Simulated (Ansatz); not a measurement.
Consider W14S27 (cell charge +1, with a compensating background) (cell with a defect).

Input

```
crystal:
  lattice:
    - [7.8852229175, -2.7315213444, 0.0]
    - [-6.308178334, -5.4630426888, 0.0]
    - [0.0, 0.0, -12.1448340132]
  atoms:
    - { symbol: W, position: [0.0952380952, 0.619047619, 0.2505358194] }
    - { symbol: W, position: [0.3808921573, 0.4762026297, 0.2498804324] }
    - { symbol: W, position: [0.9523927129, 0.1905835669, 0.2498488246] }
    - { symbol: W, position: [0.6667390438, 0.333393557, 0.2498804324] }
    - { symbol: W, position: [0.2380830846, 0.0475466704, 0.2498804324] }
    - { symbol: W, position: [0.8096194254, 0.7618930014, 0.2498488246] }
    - { symbol: W, position: [0.5237021474, 0.9046662889, 0.2498488246] }
    - { symbol: W, position: [0.3245720686, 0.6645652855, 0.7480114947], spin: 0.333 }
    - { symbol: W, position: [0.6214147728, 0.5250971264, 0.7508145673] }
    - { symbol: W, position: [0.1891885879, 0.2391747893, 0.7508145673] }
    - { symbol: W, position: [0.9114217884, 0.3897136457, 0.7480114947], spin: 0.333 }
    - { symbol: W, position: [0.475110925, 0.0928709414, 0.7508145673] }
    - { symbol: W, position: [0.0497204288, 0.8028639259, 0.7480114947], spin: 0.333 }
    - { symbol: W, position: [0.7619047619, 0.9523809524, 0.7527359106] }
    - { symbol: S, position: [0.3769018826, 0.4786898725, 0.8790820546] }
    - { symbol: S, position: [0.9547928221, 0.1997688721, 0.8801350047] }
    - { symbol: S, position: [0.6732165613, 0.3373838317, 0.8790820546] }
    - { symbol: S, position: [0.2355958417, 0.0410691529, 0.8790820546] }
    - { symbol: S, position: [0.8164046214, 0.7594928922, 0.8801350047] }
    - { symbol: S, position: [0.5145168422, 0.8978810929, 0.8801350047] }
    - { symbol: S, position: [0.3337078683, 0.6667506204, 0.3797906359] }
    - { symbol: S, position: [0.6189895121, 0.5238325844, 0.3795780179] }
    - { symbol: S, position: [0.1904531299, 0.2380140706, 0.3795780179] }
    - { symbol: S, position: [0.9044713235, 0.380577846, 0.3797906359] }
    - { symbol: S, position: [0.4762716437, 0.0952962022, 0.3795780179] }
    - { symbol: S, position: [0.0475350939, 0.8098143908, 0.3797906359] }
    - { symbol: S, position: [0.7619047619, 0.9523809524, 0.3794796829] }
    - { symbol: S, position: [0.0952380952, 0.619047619, 0.6153986079] }
    - { symbol: S, position: [0.381435895, 0.4785243349, 0.6212045151] }
    - { symbol: S, position: [0.9497189818, 0.1907770102, 0.6217921033] }
    - { symbol: S, position: [0.6685170114, 0.3328498193, 0.6212045151] }
    - { symbol: S, position: [0.2357613793, 0.0457687029, 0.6212045151] }
    - { symbol: S, position: [0.8124865999, 0.7645667325, 0.6217921033] }
    - { symbol: S, position: [0.5235087041, 0.9017991144, 0.6217921033] }
    - { symbol: S, position: [0.3325253498, 0.6664153669, 0.1203789959] }
    - { symbol: S, position: [0.6190260008, 0.5238159975, 0.1201767767] }
    - { symbol: S, position: [0.1904697168, 0.2380671461, 0.1201767767] }
    - { symbol: S, position: [0.9053185886, 0.3817603645, 0.1203789959] }
    - { symbol: S, position: [0.4762185682, 0.0952597135, 0.1201767767] }
    - { symbol: S, position: [0.0478703474, 0.8089671257, 0.1203789959] }
    - { symbol: S, position: [0.7619047619, 0.9523809524, 0.1201119134] }
  host:
    lattice:
      - [3.154089167, 0.0, 0.0]
      - [-1.5770445835, 2.7315213444, 0.0]
      - [0.0, 0.0, 12.1448340132]
    atoms:
      - { symbol: W, position: [0.3333333333, 0.6666666667, 0.75] }
      - { symbol: W, position: [0.6666666667, 0.3333333333, 0.25] }
      - { symbol: S, position: [0.3333333333, 0.6666666667, 0.1203422033] }
      - { symbol: S, position: [0.6666666667, 0.3333333333, 0.6203422033] }
      - { symbol: S, position: [0.3333333333, 0.6666666667, 0.3796577967] }
      - { symbol: S, position: [0.6666666667, 0.3333333333, 0.8796577967] }
total_charge: 1
basis:
  ecutwfc: 420
  xc_grid: 2
kpoints:
  mp_grid: { grid: [2, 2, 2], shift: [0.0, 0.0, 0.0] }
hamiltonian:
  xc: pbe
  dispersion: d3bj
scf:
  occupations: { method: gaussian, width: 0.01 }
output:
  forces: true
  stress: false
  eigenvalues: true
  populations: true
  charged_corrections:
    defect_position: [0.0952381, 0.61904762, 0.8796578]
    epsilon: [[14.17, 0.0, 0.0], [0.0, 14.17, 0.0], [0.0, 0.0, 6.6534]]
  write_density: true
  write_potential: true
  elf: true
  volumetric_format: npy
magnetization:
  spin_polarized: true
relax:
  adjacent_minimum: "off"
  f_tol: 0.025
  max_steps: 45
```

Launched as:

```sh
ansatz run input.yaml --threads 4 --pin off --max-ram 6144MiB --backend cpu --events-out ev --progress --plain --runs-dir out
```

The fields are those of the relaxed geometry.

The program warned that a starting moment wasn't kept; spin-polarised, but the moments vanished.

Theory: Ansatz 0.2.0, DFT PBE+D3(BJ), scalar-relativistic, plane waves, PAW.

Question: What will maps of the valence pseudo-density and electron localisation function show?

Answer: W–S (2.41 Å): ρ at the midpoint is about 0.63 e/Å³; the ELF peaks at about 0.85 in the valence shell of S, 0.8 Å from its nucleus, and is about 0.50 at the midpoint.
W–S (2.41 Å): ρ at the midpoint is about 0.63 e/Å³; the ELF peaks at about 0.85 in the valence shell of S, 0.8 Å from its nucleus, and is about 0.50 at the midpoint.

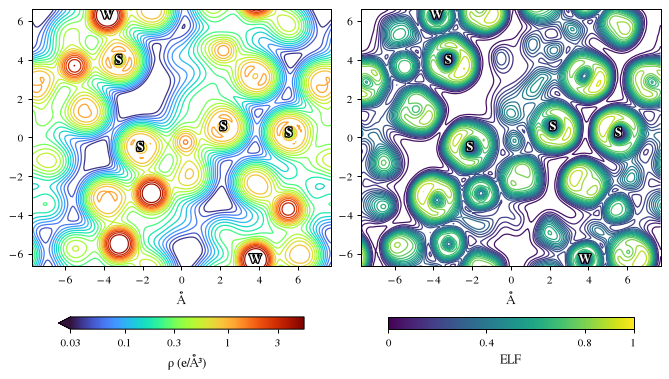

Computed valence pseudo-density and electron localisation function on the (111) plane of the calculation cell, in this order. Atoms just off the plane (W, 0.3 Å away and S, 0.3 Å away) can leave unmarked features too.

Core electrons are frozen (PAW), and the valence fields are smoothed inside the atomic spheres.
